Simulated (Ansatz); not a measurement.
System: H.

Input

```
crystal:
  lattice:
    - [1.7905481867, -2.8794630249, 0.0]
    - [1.7905481867, 2.8794630249, 0.0]
    - [0.0, 0.0, 6.8426423046]
  atoms:
    - { symbol: H, position: [0.5539446126, 0.4460553874, 0.9682845208] }
    - { symbol: H, position: [0.4460553874, 0.5539446126, 0.0317154792] }
    - { symbol: H, position: [0.4460553874, 0.5539446126, 0.4682845208] }
    - { symbol: H, position: [0.5539446126, 0.4460553874, 0.5317154792] }
basis:
  ecutwfc: 420
kpoints:
  mp_grid: { grid: [8, 8, 4] }
hamiltonian:
  xc: pbe
scf:
  occupations: { method: gaussian, width: 0.02 }
output:
  forces: true
  stress: true
  eigenvalues: true
  write_density: true
  write_potential: true
  elf: true
  volumetric_format: npy
relax:
  adjacent_minimum: "off"
  f_tol: 0.01
  max_steps: 30
  cell: { stress_tol: 0.1, fix: [volume] }
```

Run with:

```sh
ansatz run input.yaml --threads 1 --pin off --max-ram 2560MiB --backend cpu --events-out ev --progress --plain --runs-dir out
```

Below, planes, directions and counts refer to the conventional cell (a = 3.58 Å, b = 5.76 Å, c = 6.84 Å, α = 90.00°, β = 90.00°, γ = 90.00°).

The fields are those of the run's last geometry, not of the input's.

Space group Cmcm; a structure from a database of computed crystals, not necessarily the ambient phase; changed on purpose from its base cell (volume × 1.03, shape and atoms relaxed).

Method: DFT PBE, scalar-relativistic, plane waves, PAW (Ansatz).

> What can the converged valence pseudo-density and electron localisation function tell about the bonding?

H–H (0.75 Å): ρ is about 1.8 e/Å³ halfway; the ELF is about 1 at the midpoint.

> Metal or insulator at this level of theory?

It is gapped, with a Kohn–Sham gap of 8.8 eV on the k-point mesh, an upper bound to the gap of this method.

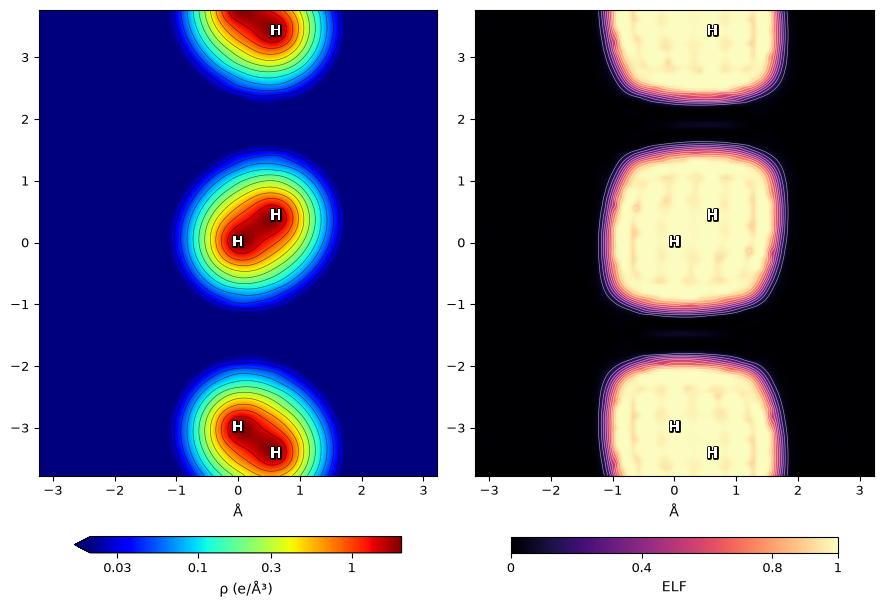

Computed valence pseudo-density and electron localisation function on the (100) plane of the conventional cell, in this order. 

The density is the valence pseudo-density of a PAW calculation; it isn't the true density close to the nuclei.
